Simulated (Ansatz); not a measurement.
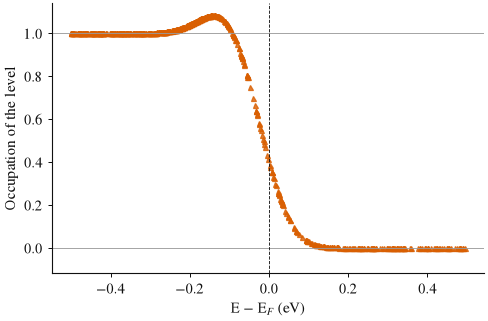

Occupations of the one-electron levels of the k mesh against their energy, from a run on Ni, space group Im-3m, 1 atom in the cell, with Ansatz.

Which smearing scheme was used (Fermi-Dirac, Gaussian, Methfessel-Paxton or cold), and about what width?

Answer. cold (Marzari-Vanderbilt) smearing with a width of 0.1 eV. The occupations overshoot 1 below the Fermi level (up to 1.08) but never turn negative, and they are not symmetric about it.
